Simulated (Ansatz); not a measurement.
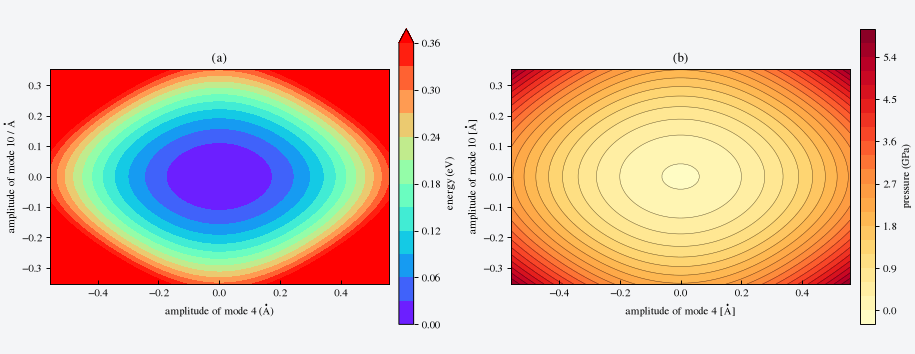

KBr (Pm-3m, No. 221; 4 atoms in the cell). 
- The energy is mapped over two normal modes frozen in (zone-centre modes of the 4-atom cell of this scan, which folds in the wave vector (0, 0, 1/2) of the primitive cell).
- Coordinates scanned: (1) amplitude of mode 4 (57 cm⁻¹), largest displacement; (2) amplitude of mode 10 (106 cm⁻¹), largest displacement.
- Nothing is relaxed (the cell and all other modes fixed).
- Grid: 11 × 11 points; 36 points were computed and 85 follow by symmetry.
- Points are written as (first, second).
- Energies: eV per cell, counted from the lowest grid point.
- These are results of Ansatz, DFT LDA, scalar-relativistic, plane waves, PAW, not measurements. Settings: cutoff 420 eV, k-mesh 6×6×4 in the order of the run's cell vectors, gaussian smearing 0.05 eV, no spin polarisation.

Panel (a) is the energy and panel (b) the computed pressure on the same grid.

The picture shows filled contours, one colour for all values above the top of the scale. Between grid points the surface is interpolated.

How does the pressure vary over the map, and what is it at the lowest grid point?

It runs from −0.03 GPa at (0.000 Å, 0.000 Å) to 5.73 GPa at (−0.557 Å, −0.354 Å). At the lowest grid point, (0.000 Å, 0.000 Å), it is −0.03 GPa.
